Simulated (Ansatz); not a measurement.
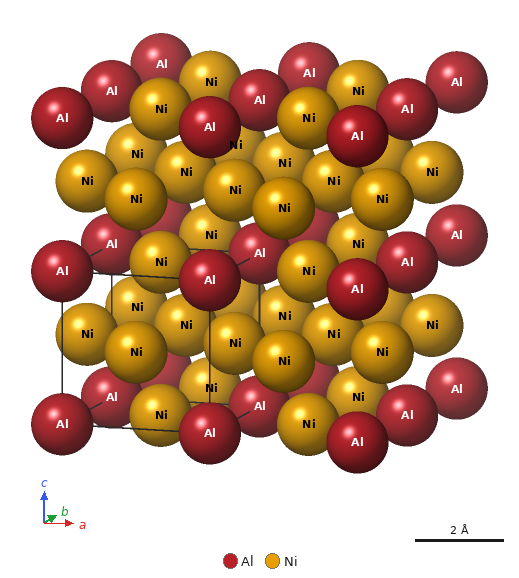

This is a crystal of AlNi3 (set up in Pm-3m). Style: spheres-only. Shown: the cell of the calculation, repeated 2 × 2 × 2 with one cell outlined, slightly off an axis.

Level of theory: DFT PBE, scalar-relativistic, plane waves, PAW in Ansatz 0.2.0. Settings: plane-wave cutoff 420 eV; k-point mesh 14 × 14 × 14; occupations gaussian; smearing width 0.1 eV; collinear spin.

Now this is done to it. Uniaxial strain along a, −2.0 %, is applied. The b and c axes and the atoms are relaxed.

The input:
```yaml
crystal:
  lattice:
    - [3.4953453167, 0.0, 0.0]
    - [0.0, 3.5845122891, 0.0]
    - [0.0, 0.0, 3.5845122891]
  atoms:
    - { symbol: Al, position: [0.0, 0.0, 0.0] }
    - { symbol: Ni, position: [0.0, 0.5, 0.5], spin: 0.3 }
    - { symbol: Ni, position: [0.5, 0.0, 0.5], spin: 0.3 }
    - { symbol: Ni, position: [0.5, 0.5, 0.0], spin: 0.3 }
basis:
  ecutwfc: 420
kpoints:
  mp_grid: { grid: [14, 14, 14] }
hamiltonian:
  xc: pbe
scf:
  occupations: { method: gaussian, width: 0.1 }
output:
  forces: true
  stress: true
  eigenvalues: true
  populations: true
magnetization:
  spin_polarized: true
relax:
  adjacent_minimum: "off"
  f_tol: 0.008
  max_steps: 40
  cell: { stress_tol: 0.015, fix: [a, angles] }
```

Command:
```bash
ansatz run input.yaml --threads 1 --pin off --max-ram 2560MiB --backend cpu --events-out ev --progress --plain --runs-dir out
```

**What does the calculation give for the changed structure?**

Cell: a 3.567 → 3.495 Å (−2.0 %), b = c 3.567 → 3.595 Å (+0.8 %). Volume −0.4 %. No atom moves by more than 0.005 Å relative to the cell. Some distances before and after: Al–Ni 2.522 → 2.507 to 2.542 Å, Ni–Ni 2.522 → 2.507 to 2.542 Å. The space group (tolerance 0.01 Å) goes from Pm-3m (No. 221) to P4/mmm (No. 123). The energy rises by 1.9 meV per atom. The pressure goes from 0.0 to 0.8 GPa. The principal stresses (compression positive) are 2.5 GPa along a and none across it. The absolute magnetisation per cell goes from 0.94 to 0.92 μB (net moment 0.74 and 0.73 μB). It is metallic before and after.

Drawn alike, the variant:

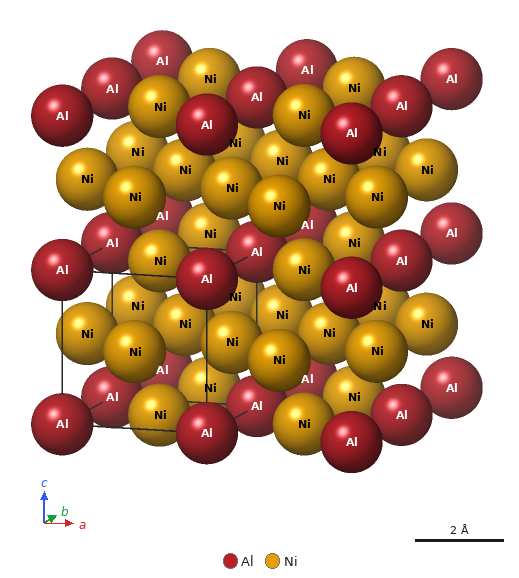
